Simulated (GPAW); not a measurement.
System: CO₂, space group I-42d (No. 122).

Input file:
```
from ase import Atoms
from ase.eos import EquationOfState
from ase.io import Trajectory
from ase.units import GPa
from ase.parallel import parprint
from gpaw import GPAW, PW

atoms = Atoms(['O', 'O', 'O', 'O', 'C', 'C'],
              cell=[[-1.974727, 1.974727, 3.014058],
                    [1.974727, -1.974727, 3.014058],
                    [1.974727, 1.974727, -3.014058]],
              scaled_positions=[[0.875, 0.959798, 0.584798],
                                [0.375, 0.290202, 0.415202],
                                [0.040202, 0.625, 0.915202],
                                [0.709798, 0.125, 0.084798],
                                [0.0, 0.0, 0.0],
                                [0.75, 0.25, 0.5]],
              pbc=True)

traj = Trajectory('eos.traj', 'w')
volumes, energies = [], []
for x in [0.94, 0.96, 0.98, 1.0, 1.02, 1.04, 1.06]:
    a = atoms.copy()
    a.set_cell(atoms.cell * x**(1 / 3), scale_atoms=True)
    calc = GPAW(mode=PW(800),
                xc='MGGA_X_R2SCAN+MGGA_C_R2SCAN',
                kpts={'size': (6, 6, 6), 'gamma': True},
                occupations={'name': 'fermi-dirac', 'width': 0.05},
                nbands=30,
                convergence={'density': 1e-05, 'energy': 1e-05},
                maxiter=150,
                txt=f'eos-{x:.2f}.txt')
    a.calc = calc
    energies.append(a.get_potential_energy(force_consistent=True))
    volumes.append(a.get_volume())
    p = -a.get_stress()[:3].mean() / GPa
    calc.write(f'eos-{x:.2f}.gpw')
    traj.write(a)
    parprint(f'{x:.2f} {volumes[-1]:10.4f} A^3 {energies[-1]:14.6f} eV {p:9.3f} GPa', flush=True)

v0, e0, B = EquationOfState(volumes, energies, eos='birchmurnaghan').fit()
parprint(f'V0 = {v0:.4f} A^3, E0 = {e0:.6f} eV, B0 = {B / GPa:.2f} GPa')
```

Run as:
```bash
OMP_NUM_THREADS=1 mpirun -n 4 gpaw python run.py
```

Method: PAW DFT in plane waves, on a grid or in atomic orbitals, no spin polarisation; energies at scaled volumes of the given cell, shape and fractions fixed, counted from the fit's minimum, third-order Birch-Murnaghan fit (GPAW 26.7.0). Level: r2SCAN.

k mesh 6×6×6; occupations Fermi–Dirac; smearing width 0.05 eV; potentials GPAW PAW data sets (gpaw data 1.2.1); wave cutoff 800 eV; program settings basis pw.

What does the calculation give for the energy and pressure against volume? The volume takes the values 7.3655, 7.5222, 7.6789, 7.8356, 7.9924, 8.1491, 8.3058 Å³/atom.

A third-order Birch–Murnaghan fit gives V0 = 7.63 Å³/atom, B0 = 285 GPa and B′ = 4.1. The energy is 8.88 meV/atom at volume 7.3655 Å³/atom and 45.55 meV/atom at 8.3058 Å³/atom; the lowest computed point is at volume 7.6789 Å³/atom (0.25 meV/atom), and no other minimum shows. The pressure falls from 10.44 GPa at volume 7.3655 Å³/atom to −20.53 GPa at 8.3058 Å³/atom, and changes sign near 7.62 Å³/atom.

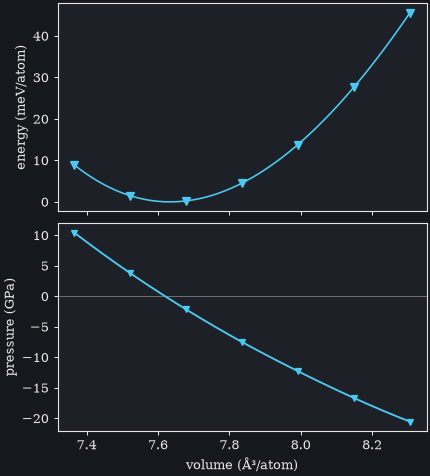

Caveats: shape and atomic fractions are frozen while scaling, which makes layered, chain and framework solids too stiff.
